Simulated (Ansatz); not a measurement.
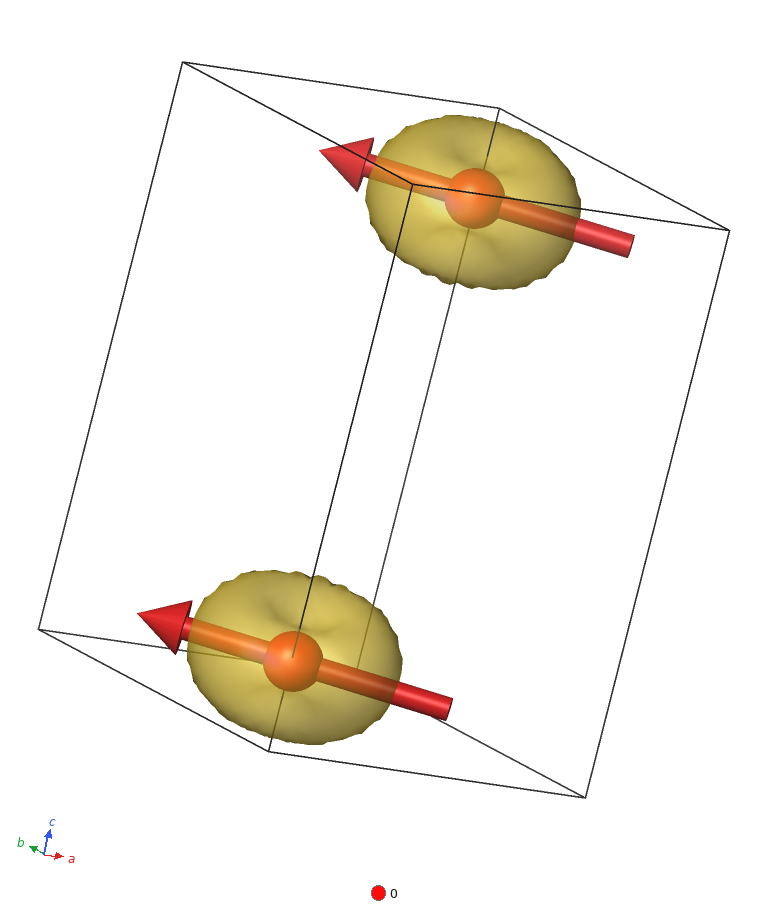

Figure. O. Isosurface of the size of the magnetisation density at 0.4 e/Å³ (yellow), with the spin moments of the magnetic sites as arrows; seen slightly off an axis.

Space group C2/m; a structure from a database of computed crystals, not necessarily the ambient phase.

All numbers below come from Ansatz, DFT, PBE, PAW with Ansatz's default frozen-core files, fully relativistic files with spin-orbit coupling.

Describe the magnetic structure.

Answer. Spin moments: O 1.2 μB. All point the same way (ferromagnetic), along [−1 1 0] of the cell.
